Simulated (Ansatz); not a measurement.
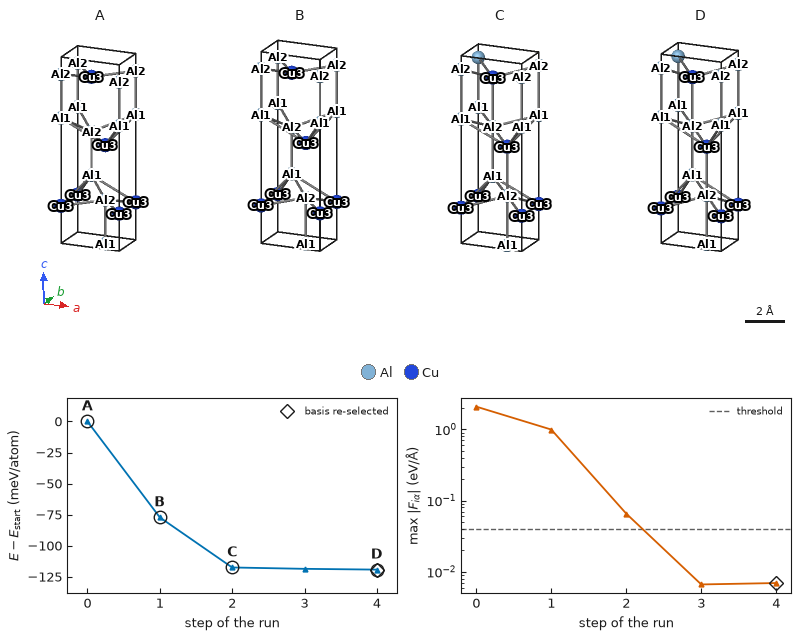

Frames of a relaxation of a crystal of Al$_{2}$Cu (a generated structure, set up in R3m) (coarse preliminary run), marked on the history of the run. Style: ball-and-stick. Shown: the conventional cell (3 times the calculation's cell), slightly off an axis. Lengths and directions refer to the drawn axes.

Method: DFT PBE, scalar-relativistic, plane waves, PAW in Ansatz.

The input:
```yaml
crystal:
  lattice:
    - [2.06330953, 1.19125231, 3.29746905]
    - [-2.06330953, 1.19125231, 3.29746905]
    - [0.0, -2.38250462, 3.29746905]
  atoms:
    - { symbol: Al, position: [0.67257529, 0.67257529, 0.67257529] }
    - { symbol: Al, position: [0.90699501, 0.90699501, 0.90699501] }
    - { symbol: Cu, position: [0.20092381, 0.20092381, 0.20092381] }
basis:
  ecutwfc: 420
kpoints:
  mp_grid: { grid: [6, 6, 6] }
hamiltonian:
  xc: pbe
scf:
  occupations: { method: gaussian, width: 0.1 }
  lower_state_search: "off"
output:
  forces: true
  stress: true
  eigenvalues: true
relax:
  adjacent_minimum: "off"
  f_tol: 0.04
  max_steps: 70
  cell: { stress_tol: 0.4 }
```

Launched with:
```bash
ansatz run input.yaml --threads 1 --pin off --max-ram 2560MiB --backend cpu --events-out ev --progress --plain --runs-dir out
```

Describe the path.

Over 3 accepted moves (4 points after the start) the energy falls by 119 meV per atom. Largest force component: 2.1 eV/Å at the start, 0.0069 eV/Å at the end. The pressure goes from 9.53 to −0.11 GPa. The SCF was repeated once at an unchanged geometry on a basis and grid sized afresh for the cell, which shifted the energy by 0.6 meV per atom at most. The atom that moves furthest relative to the cell is Al2 (0.20 Å along +c). Largest moves by element: Al 0.20 Å, Cu 0.16 Å. Cell: a = b 4.127 → 4.259 Å (+3.2 %), c 9.892 → 10.045 Å (+1.5 %). Volume +8.2 %. Some distances before and after: Al2–Cu3 2.908 → 2.589 Å, Al1–Al2 2.319 → 2.601 Å, Al2–Cu3 (another image) 2.414 → 2.573 Å, Al1–Cu3 2.747 → 2.883 Å. Bond angles that change, for instance: Al1–Cu3–Al2 140.8° → 131.4°, Al2–Cu3–Al2 117.4° → 111.7°, Al1–Cu3–Al2 59.4° → 55.8°. The space group stays R3m (No. 160). The run took 10 s on 1 thread of Intel(R) Xeon(R) Platinum 8488C (Sapphire Rapids), with other jobs on the host, peak memory 0.39 GiB. From step 0 to 1: Al2 moves most (0.05 Å), volume +5.5 %, energy −77.2 meV per atom. From step 1 to 2: Al2 moves most (0.16 Å), volume +3.6 %, energy −40.3 meV per atom. From step 2 to 4: Al1 moves most (0.06 Å), volume −1.0 %, energy −1.7 meV per atom.
